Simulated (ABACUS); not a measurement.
## Run report: FeSi2, geometry relaxation (part 1 of 5)

The run: geometry relaxation of FeSi2 (P4/mmm, 3 atoms in the cell). Method and program: Kohn-Sham DFT of a periodic cell, r2SCAN, SG15 ONCV 1.2 PBE, spin-polarised (ABACUS 3.10.1).

The structure derives from an entry of the Crystallography Open Database.

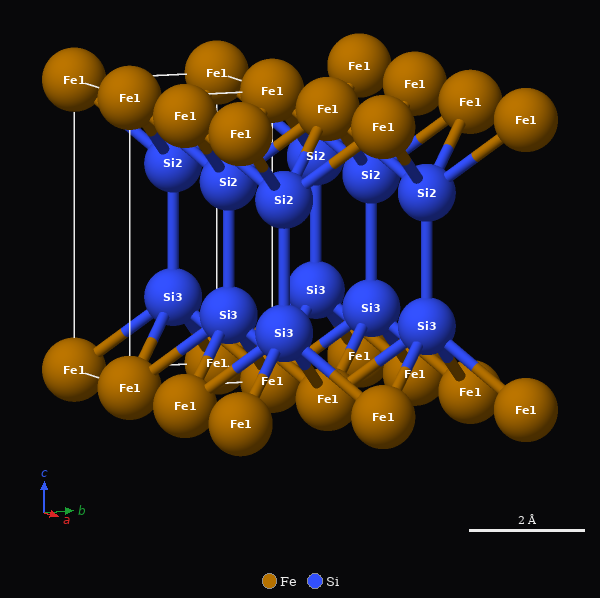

Figure 1. The structure as given in the input (ball-and-stick view of the cell of the calculation, repeated 3 × 2 × 1, seen slightly off an axis; atoms are numbered from 1 in the order of the input).

Input:
```
INPUT_PARAMETERS
suffix              FeSi2
calculation         cell-relax
basis_type          pw
pseudo_dir          ./
symmetry            1
dft_functional      MGGA_X_R2SCAN+MGGA_C_R2SCAN
ecutwfc             104
pseudo_rcut         10
nspin               2
nbands              18
ks_solver           dav
smearing_method     fd
smearing_sigma      0.00367493
scf_thr             1e-08
scf_nmax            100
mixing_type         broyden
mixing_beta         0.4
cal_force           1
cal_stress          1
mixing_tau          1
relax_nmax          60
force_thr_ev        0.01
relax_method        cg
out_stru            1
stress_thr          0.2
kpar                4
```

File STRU:
```
ATOMIC_SPECIES
Fe 55.8450 Fe_ONCV_PBE-1.2.upf
Si 28.0850 Si_ONCV_PBE-1.2.upf

LATTICE_CONSTANT
1.8897261246

LATTICE_VECTORS
2.6840000000 0.0000000000 0.0000000000
0.0000000000 2.6840000000 0.0000000000
0.0000000000 0.0000000000 5.1280000000

ATOMIC_POSITIONS
Direct

Fe
0.0
1
0.0000000000 0.0000000000 0.0000000000 1 1 1 mag 3

Si
0.0
2
0.5000000000 0.5000000000 0.7300000000 1 1 1 mag 0
0.5000000000 0.5000000000 0.2700000000 1 1 1 mag 0
```

File KPT:
```
K_POINTS
0
Gamma
6 6 3 0 0 0
```

Machine: 4 threads of AMD EPYC (Zen 3), 16 GiB of memory available, shared host.

Command:
```bash
OMP_NUM_THREADS=1 mpirun -np 4 abacus > log
```

Log:
```
ABACUS v3.10.1

               Atomic-orbital Based Ab-initio Computation at UStc

 ------------------------------------------------------------------------------------

 READING GENERAL INFORMATION
                           global_out_dir = OUT.FeSi2/
                           global_in_card = INPUT
                               pseudo_dir = ./
                              orbital_dir =
                                    DSIZE = 4
                                    GSIZE = 1

 READING UNITCELL INFORMATION
                                    ntype = 2
                  lattice constant (Bohr) = 1.88973
              lattice constant (Angstrom) = 1

 READING ATOM TYPE 1
                               atom label = Fe
                      L=0, number of zeta = 1
                      L=1, number of zeta = 1
                      L=2, number of zeta = 1
             number of atom for this type = 1
               magnetization of element 1 = 3

 READING ATOM TYPE 2
                               atom label = Si
                      L=0, number of zeta = 1
                      L=1, number of zeta = 1
                      L=2, number of zeta = 1
             number of atom for this type = 2
               magnetization of element 2 = 0

                        TOTAL ATOM NUMBER = 3
DIRECT COORDINATES
    atom                   x                   y                   z     mag                  vx                  vy                  vz
taud_Fe1            0.0000000000        0.0000000000        0.0000000000  3.0000        0.0000000000        0.0000000000        0.0000000000
taud_Si1            0.5000000000        0.5000000000        0.7300000000  0.0000        0.0000000000        0.0000000000        0.0000000000
taud_Si2            0.5000000000        0.5000000000        0.2700000000  0.0000        0.0000000000        0.0000000000        0.0000000000

                          Volume (Bohr^3) = 249.293
                             Volume (A^3) = 36.9413

 Lattice vectors: (Cartesian coordinate: in unit of a_0)
               +2.684                  +0                  +0
                   +0              +2.684                  +0
                   +0                  +0              +5.128
 Reciprocal vectors: (Cartesian coordinate: in unit of 2 pi/a_0)
            +0.372578                  -0                  +0
                   -0           +0.372578                  -0
                   +0                  -0           +0.195008
 The esolver type has been set to : ksdft_pw

                PAO radial cut off (Bohr) = 10

 Read in pseudopotential file is Fe_ONCV_PBE-1.2.upf
                     pseudopotential type = NC
          exchange-correlation functional = PBE
                 nonlocal core correction = 0
                        valence electrons = 16
                                     lmax = 2
                           number of zeta = 0
                     number of projectors = 6
                           L of projector = 0
                           L of projector = 0
                           L of projector = 1
                           L of projector = 1
                           L of projector = 2
                           L of projector = 2
 XC functional updated to : MGGA_X_R2SCAN+MGGA_C_R2SCAN
          exchange-correlation functional = MGGA_X_R2SCAN+MGGA_C_R2SCAN
                PAO radial cut off (Bohr) = 10

 Read in pseudopotential file is Si_ONCV_PBE-1.2.upf
                     pseudopotential type = NC
          exchange-correlation functional = PBE
                 nonlocal core correction = 0
                        valence electrons = 4
                                     lmax = 1
                           number of zeta = 0
                     number of projectors = 4
                           L of projector = 0
                           L of projector = 0
                           L of projector = 1
                           L of projector = 1
 XC functional updated to : MGGA_X_R2SCAN+MGGA_C_R2SCAN
          exchange-correlation functional = MGGA_X_R2SCAN+MGGA_C_R2SCAN
     initial pseudo atomic orbital number = 0
 The readin total magnetization is 3

 SETUP THE ELECTRONS NUMBER
            electron number of element Fe = 16
      total electron number of element Fe = 16
            electron number of element Si = 4
      total electron number of element Si = 8
            AUTOSET number of electrons:  = 24
                           occupied bands = 12
                                   NBANDS = 18
                                   NLOCAL = 27

%%%%%%%%%%%%%%%%%%%%%%%%%%%%%%%%%%%%%%%%%%%%%%%%%%%%%%%%%%%%%%%%%%%%%%%%%%%%%%%%%%%%%%%%%%%%%%%%%%%%%%%%%%
 Warning: the number of valence electrons in pseudopotential > 8 for Fe: [Ar] 3d6 4s2
 Pseudopotentials with additional electrons can yield (more) accurate outcomes, but may be less efficient.
 If you're confident that your chosen pseudopotential is appropriate, you can safely ignore this warning.
%%%%%%%%%%%%%%%%%%%%%%%%%%%%%%%%%%%%%%%%%%%%%%%%%%%%%%%%%%%%%%%%%%%%%%%%%%%%%%%%%%%%%%%%%%%%%%%%%%%%%%%%%%

 SETUP THE PLANE WAVE BASIS
 energy cutoff for charge/potential (unit:Ry) = 416
            fft grid for charge/potential = [ 36, 36, 64 ]
                        fft grid division = [ 1, 1, 1 ]
        big fft grid for charge/potential = [ 36, 36, 64 ]
                                     nbxx = 82944
                                     nrxx = 82944

 SETUP PLANE WAVES FOR CHARGE/POTENTIAL
                    number of plane waves = 35707
                         number of sticks = 853

 PARALLEL PW FOR CHARGE/POTENTIAL
     PROC   COLUMNS(POT)             PW
        1            853          35707
 --------------- sum -------------------
        1            853          35707
                            number of |g| = 2304
                                  max |g| = 37.5996
                                  min |g| = 0

----------- Double Check Mixing Parameters Begin ------------
mixing_type: broyden
mixing_beta: 0.4
mixing_gg0: 1
mixing_gg0_min: 0.1
mixing_beta_mag: 1.6
mixing_gg0_mag: 0
mixing_ndim: 8
----------- Double Check Mixing Parameters End ------------

 LATTICE VECTORS: (CARTESIAN COORDINATE: IN UNIT OF A0)
               +2.684                  +0                  +0
                   +0              +2.684                  +0
                   +0                  +0              +5.128
                       right hand lattice = 1
                                   NORM_A = 2.684
                                   NORM_B = 2.684
                                   NORM_C = 5.128
                           ALPHA (DEGREE) = 90
                           BETA  (DEGREE) = 90
                           GAMMA (DEGREE) = 90

 The lattice vectors have been changed (STRU_SIMPLE.cif)

(for optimal symmetric configuration:)
                             BRAVAIS TYPE = 5
                     BRAVAIS LATTICE NAME = 05. Tetrogonal P (simple)
                                    ibrav = 5
                                    IBRAV = 5
                                  BRAVAIS = SIMPLE TETROGONAL CELL
                       LATTICE CONSTANT A = 2.684
                                C/A RATIO = 1.91058
Original cell was already a primitive cell.
                        ROTATION MATRICES = 16
              PURE POINT GROUP OPERATIONS = 16
                   SPACE GROUP OPERATIONS = 16
                              POINT GROUP = D_4h
               POINT GROUP IN SPACE GROUP = D_4h

 SETUP K-POINTS
                                    nspin = 2
                   Input type of k points = Monkhorst-Pack(Gamma)
                                   nkstot = 108
                       right hand lattice = 1
(for reciprocal lattice: )
                             BRAVAIS TYPE = 5
                     BRAVAIS LATTICE NAME = 05. Tetrogonal P (simple)
                                    ibrav = 5
                       right hand lattice = 1
(for k-lattice: )
                             BRAVAIS TYPE = 5
                     BRAVAIS LATTICE NAME = 05. Tetrogonal P (simple)
                                    ibrav = 5
                       right hand lattice = 1
                        ROTATION MATRICES = 16
                               nkstot_ibz = 20
K-POINTS REDUCTION ACCORDING TO SYMMETRY
     IBZ    DIRECT_X    DIRECT_Y    DIRECT_Z  WEIGHT  ibz2bz
       1  0.00000000  0.00000000  0.00000000  0.0093       0
       2  0.16666667  0.00000000  0.00000000  0.0370       1
       3  0.33333333  0.00000000  0.00000000  0.0370       2
       4  0.50000000  0.00000000  0.00000000  0.0185       3
       5  0.16666667  0.16666667  0.00000000  0.0370       7
       6  0.33333333  0.16666667  0.00000000  0.0741       8
       7  0.50000000  0.16666667  0.00000000  0.0370       9
       8  0.33333333  0.33333333  0.00000000  0.0370      14
       9  0.50000000  0.33333333  0.00000000  0.0370      15
      10  0.50000000  0.50000000  0.00000000  0.0093      21
      11  0.00000000  0.00000000  0.33333333  0.0185      36
      12  0.16666667  0.00000000  0.33333333  0.0741      37
      13  0.33333333  0.00000000  0.33333333  0.0741      38
      14  0.50000000  0.00000000  0.33333333  0.0370      39
      15  0.16666667  0.16666667  0.33333333  0.0741      43
      16  0.33333333  0.16666667  0.33333333  0.1481      44
      17  0.50000000  0.16666667  0.33333333  0.0741      45
      18  0.33333333  0.33333333  0.33333333  0.0741      50
      19  0.50000000  0.33333333  0.33333333  0.0741      51
      20  0.50000000  0.50000000  0.33333333  0.0185      57

                               nkstot now = 20
[... K-POINTS DIRECT COORDINATES: 20 rows ...]

           k-point number in this process = 5
       minimum distributed K point number = 5
[... stars of the k points ...]
                             nks(nspin=2) = 10
                          nkstot(nspin=2) = 40

[... K-POINTS CARTESIAN COORDINATES: 10 rows ...]

[... K-POINTS DIRECT COORDINATES: 10 rows ...]

 SETUP PLANE WAVES FOR WAVE FUNCTIONS
     energy cutoff for wavefunc (unit:Ry) = 104
              fft grid for wave functions = [ 36, 36, 64 ]
                    number of plane waves = 5345
                         number of sticks = 241

 PARALLEL PW FOR WAVE FUNCTIONS
     PROC   COLUMNS(POT)             PW
        1            241           5345
 --------------- sum -------------------
        1            241           5345

 SETUP NONLOCAL PSEUDOPOTENTIALS IN PLANE WAVE BASIS
 Fe non-local projectors:
 projector 1 L=0
 projector 2 L=0
 projector 3 L=1
 projector 4 L=1
 projector 5 L=2
 projector 6 L=2
 Si non-local projectors:
 projector 1 L=0
 projector 2 L=0
 projector 3 L=1
 projector 4 L=1
      TOTAL NUMBER OF NONLOCAL PROJECTORS = 34

 Init Non-Local PseudoPotential table :
 Init Non-Local-Pseudopotential done.

                                     npwx = 4491

 -------------------------------------------
 STEP OF RELAXATION : 1
 -------------------------------------------
                                 init_chg = atomic

 PW ALGORITHM --------------- ION=   1  ELEC=   1--------------------------------
          total magnetism (Bohr mag/cell) = 1.34188
       absolute magnetism (Bohr mag/cell) = 1.70564
                        nelec for spin up = 12.6709
                      nelec for spin down = 11.3291

 Density error is 0.468951070335
                          Error Threshold = 0.01
----------------------------------------------------------
     Energy           Rydberg                 eV
----------------------------------------------------------
 E_KohnSham     -252.2862105679      -3432.5299905508
 E_Harris       -241.8074107962      -3289.9586054548
 E_Fermi        1.0065749561         13.6951548664
----------------------------------------------------------

 PW ALGORITHM --------------- ION=   1  ELEC=   2--------------------------------
          total magnetism (Bohr mag/cell) = 0.689273717933
       absolute magnetism (Bohr mag/cell) = 1.26896479412
                        nelec for spin up = 12.344636859
                      nelec for spin down = 11.655363141

 Density error is 0.317507931624
                          Error Threshold = 0.00195396279306
----------------------------------------------------------
     Energy           Rydberg                 eV
----------------------------------------------------------
 E_KohnSham     -252.3974925266      -3434.0440592747
 E_Harris       -262.1674241289      -3566.9707981360
 E_Fermi        1.1043480646         15.0254262535
----------------------------------------------------------

 PW ALGORITHM --------------- ION=   1  ELEC=   3--------------------------------
          total magnetism (Bohr mag/cell) = 0.810011709671
       absolute magnetism (Bohr mag/cell) = 1.225975373
                        nelec for spin up = 12.4050058548
                      nelec for spin down = 11.5949941452

 Density error is 0.0307730136867
                          Error Threshold = 0.0013229497151
----------------------------------------------------------
     Energy           Rydberg                 eV
----------------------------------------------------------
 E_KohnSham     -252.4642155741      -3434.9518729086
 E_Harris       -249.7280558691      -3397.7245102815
 E_Fermi        1.0267101573         13.9691083338
----------------------------------------------------------

 PW ALGORITHM --------------- ION=   1  ELEC=   4--------------------------------
          total magnetism (Bohr mag/cell) = 0.718213596061
       absolute magnetism (Bohr mag/cell) = 1.1147638564
                        nelec for spin up = 12.359106798
                      nelec for spin down = 11.640893202
```
